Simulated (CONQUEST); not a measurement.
## A series of single points on GaAs

System: GaAs (F-43m, 4 atoms in the cell).
Method: Kohn-Sham DFT of a periodic cell, PBEsol, PseudoDojo NC PBEsol, no spin polarisation (CONQUEST 1.3).

The 7 runs differ only in the geometry, by an even scaling of the cell at fixed fractional positions. The structure derives from an entry of the Crystallography Open Database.

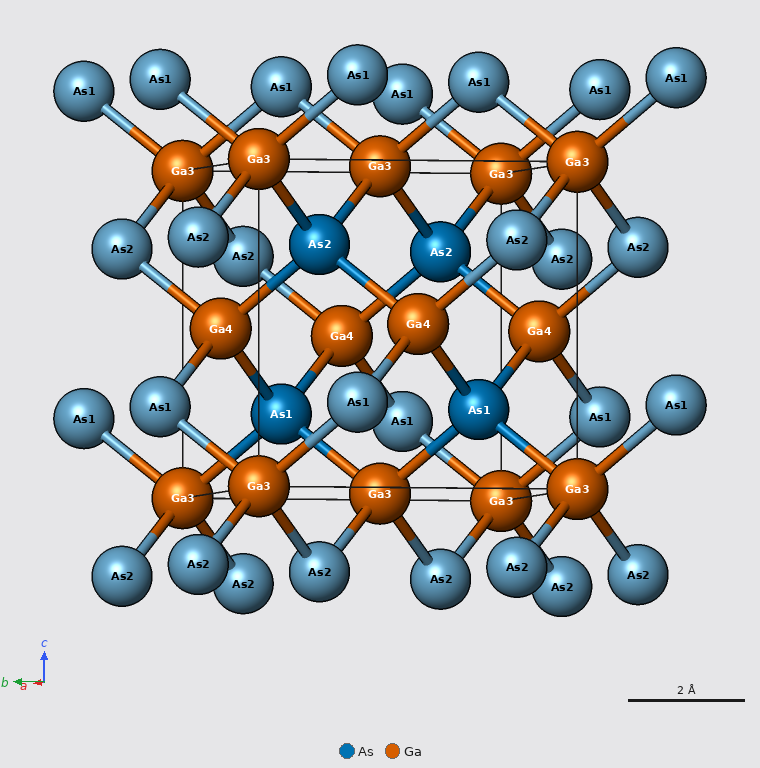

Figure 1. The structure of run 4 (ball-and-stick view of the cell 2 times as large as that of the calculation, set on its symmetry axes, seen at an oblique angle; neighbours outside the cell are drawn fainter; atoms are numbered from 1 in the order of the input).

## Input of run 4
```
IO.Title GaAs
IO.Coordinates coords.dat
IO.FractionalAtomicCoords T
IO.Iprint 2
IO.Iprint_init 1
General.NumberOfSpecies 2
General.PseudopotentialType hamann
AtomMove.TypeOfRun static
AtomMove.FullStress T
Grid.PointsAlongX 40
Grid.PointsAlongY 40
Grid.PointsAlongZ 60
DM.SolutionMethod diagon
Diag.MPMesh T
Diag.GammaCentred T
Diag.MPMeshX 7
Diag.MPMeshY 7
Diag.MPMeshZ 5
Diag.kT 0.00183747
minE.SCTolerance 1e-6
SC.MaxIters 100
IO.AtomChargeOutput T
%block ChemicalSpeciesLabel
1 74.920 As
2 69.720 Ga
%endblock
```

Command:
```bash
Conquest
```

Lattice vectors (Å) and fractional positions of run 4:
```
   3.997770    0.000000    0.000000
   0.000000    3.997770    0.000000
   0.000000    0.000000    5.653700
As  0.000000  0.500000  0.250000
As  0.500000  0.000000  0.750000
Ga  0.000000  0.000000  0.000000
Ga  0.500000  0.500000  0.500000
```

Run 2 has the same physical settings and fractional positions; its lattice vectors (Å) are:
```
   3.943739    0.000000    0.000000
   0.000000    3.943739    0.000000
   0.000000    0.000000    5.577289
```

## Results, with one run withheld

| run | volume per atom (Å³) | free energy per atom, from the lowest run given (meV) | pressure (GPa) | gap on the mesh (eV) |
| --- | --- | --- | --- | --- |
| 1 | 21.234 | 28.92 | 6.22 | 1.00 |
| 2 | 21.686 | ? | ? | ? |
| 3 | 22.138 | 5.67 | 2.38 | 0.65 |
| 4 | 22.590 | 0.79 | 1.03 | 0.48 |
| 5 | 23.041 | 0.00 | −0.50 | 0.33 |
| 6 | 23.493 | 3.41 | −1.88 | 0.18 |
| 7 | 23.945 | 10.11 | −2.93 | 0.00 |

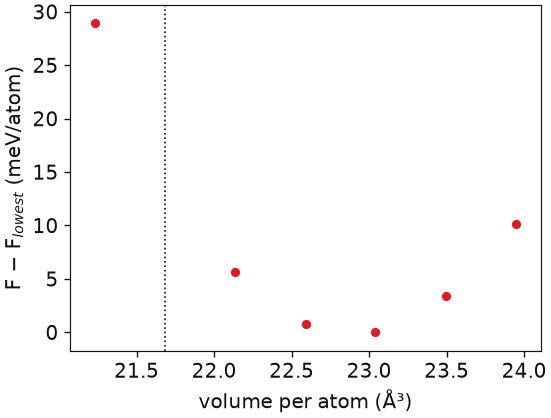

Figure 2. Free energy per atom of the runs given; the dotted line marks run 2.

Fit the runs given and predict run 2.

A cubic polynomial in V^(−2/3) (the Birch–Murnaghan form), fitted to the 6 runs given, misses them by at most 0.11 meV per atom. With x = V^(−2/3) − 0.12469 Å⁻², it reads F = 0.20734 + 974.9 x + 7.3654e+05 x² − 5.1293e+06 x³ (meV per atom). At run 2 it gives 14.92 meV per atom, and the run itself gives 14.72. The slope of the fit gives a pressure −dF/dV of 4.11 GPa there, and the run prints 4.02 GPa. The two needn't agree exactly: the fit is approximate, and the printed stress is taken on a finite basis. The fit has its minimum at 22.893 Å³ per atom, where V d²F/dV² gives 71.5 GPa: the bulk modulus at this level, since symmetry fixes the shape and the positions. The gap on the mesh goes, without turning, from 1.00 eV in run 1 to 0.00 eV in run 7; run 2 has 0.82 eV. These are gaps of this functional on this mesh, which can miss the band edges; they aren't the measured gap.

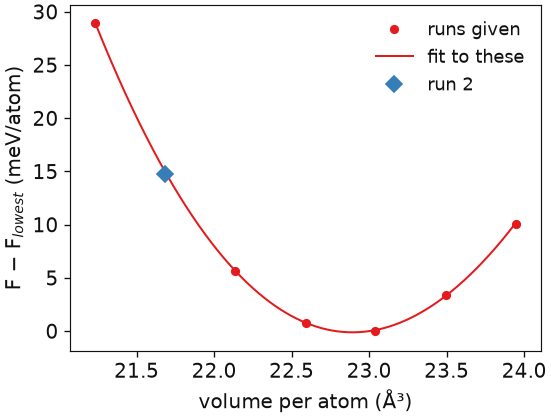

Figure 3. The fit and the withheld run.

## Some lines of the output (run 2)
```
[...]
          DFT Total Energy                 :      -364.556786555939084 Ha
          Free Energy (E-TS)               :      -364.571061717929922 Ha
          DFT Total Energy                 :      -364.569569410048473 Ha
          Free Energy (E-TS)               :      -364.569925952792062 Ha
          DFT Total Energy                 :      -364.569831763385366 Ha
          Free Energy (E-TS)               :      -364.569848583392684 Ha
          DFT Total Energy                 :      -364.569846833722977 Ha
          Free Energy (E-TS)               :      -364.569847684150773 Ha
          DFT Total Energy                 :      -364.569847479158966 Ha
          Free Energy (E-TS)               :      -364.569847630640368 Ha
          DFT Total Energy                 :      -364.569847493364819 Ha
      | Free Energy as E-TS      =      -364.569847630640368 Ha
      |* DFT total energy        =      -364.569847493364819 Ha
    force: Average pressure:      4.02200182 GPa
```

Notes: With a small basis of atomic orbitals these values can differ much from converged plane-wave results.
